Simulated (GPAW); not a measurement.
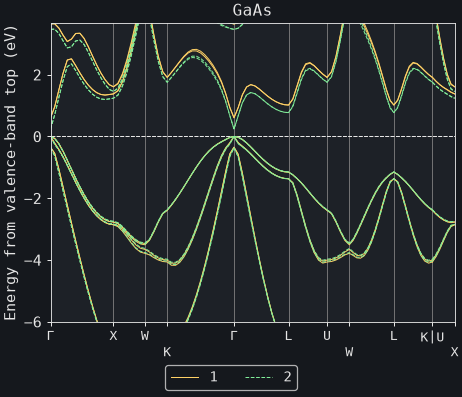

Band structures of zincblende GaAs, space group F-43m, 2 atoms in the primitive cell (cubic a = 5.654 Å), by two methods on the same cell. Each is counted from its own valence-band top.

> Which curve is which? The methods: TPSS+SOC, LDA+SOC.

1 is TPSS+SOC; 2 is LDA+SOC. TPSS+SOC gives a gap of 0.60 eV along the path and LDA+SOC gives a gap of 0.24 eV along the path.

Settings. TPSS+SOC: GPAW PAW data sets (gpaw-data 1.2.1), spin-orbit coupling, no magnetisation, 8×8×8 k mesh, 600 eV cutoff, Fermi-Dirac smearing of 0.05 eV (GPAW 26.7.0). LDA+SOC: the program's PAW data sets (release 1.2.1) made for this functional, spin-orbit coupling, no magnetisation, 8×8×8 k mesh, 600 eV cutoff, Fermi-Dirac smearing of 0.05 eV (GPAW 26.7.0).

Spin-orbit coupling was added after a scalar SCF, so levels and gaps hold it while energy, forces, pressure and moments don't. This program's spin-orbit splittings come out too wide for heavy elements. LDA, GGA and most meta-GGA functionals understate gaps. The potentials hold the d shell of Ga in the core, which widens gaps. TPSS+SOC: the PAW data sets were made with another functional.
